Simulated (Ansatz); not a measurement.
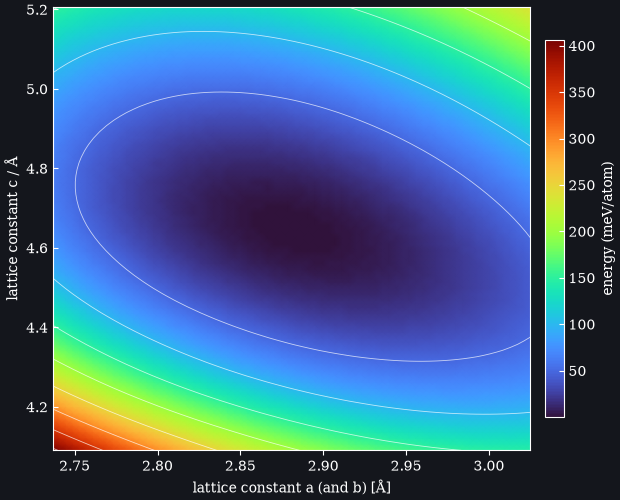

TiAl (P-6m2, No. 187; 2 atoms in the cell). The energy is mapped over the lattice constants a and c of the conventional cell. First axis: lattice constant a (and b). Second axis: lattice constant c. Nothing is relaxed (symmetry fixes all fractional coordinates). Grid: 9 × 9 points. Points are written as (first, second). Energies: meV/atom, counted from the lowest grid point. This map comes from DFT PBE, scalar-relativistic, plane waves, PAW in Ansatz. Settings: cutoff 520 eV, k-mesh 18×18×10 in the order of the run's cell vectors, gaussian smearing 0.15 eV, no spin polarisation.

Drawn: a smooth colour map with a few white contour lines. Between grid points the surface is interpolated.

The lowest grid point is at (2.881 Å, 4.648 Å). No other kind of well shows on this grid. The highest grid point, (2.737 Å, 4.091 Å), lies 406 meV/atom above the lowest. Round the minimum the valley is somewhat tilted: raising lattice constant a (and b) shifts the best value of lattice constant c downwards (coupling k₁₂/√(k₁₁k₂₂) about 0.4).

The level of theory is changed to DFT PBEsol, scalar-relativistic, plane waves, PAW in Ansatz 0.2.0; with it change the cell, relaxed at the new level (first cell vector 2.848 Å, before 2.881 Å); the new grid has 7 × 7 points, laid about the new relaxed structure.

Question: What does this change do to the map?

Answer: The minimum (interpolated where it lies between grid points) moves from (2.881 Å, 4.648 Å) to (2.848 Å, 4.619 Å). The curvature at the minimum changes by less than a tenth (about 12) eV/Å² along lattice constant a (and b) and by less than a tenth (about 2.3) eV/Å² along lattice constant c (per cell).

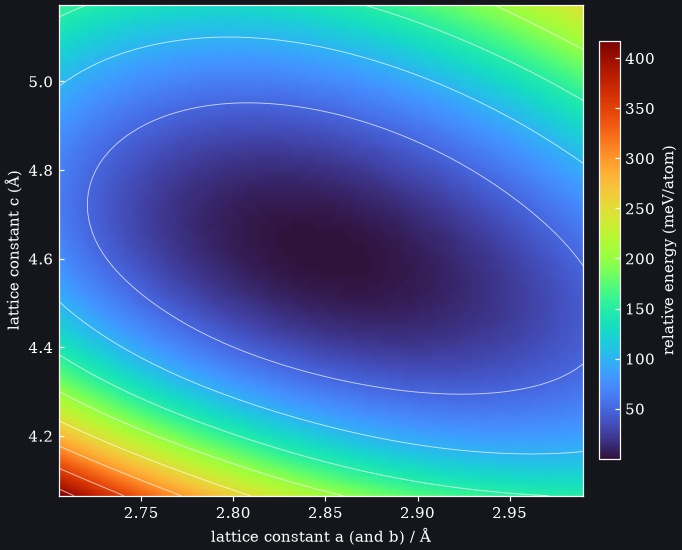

The map after the change, on a colour scale of its own. In the figure: a smooth colour map with a few white contour lines. Between grid points the surface is interpolated.

PAW datasets: the set soft_1.
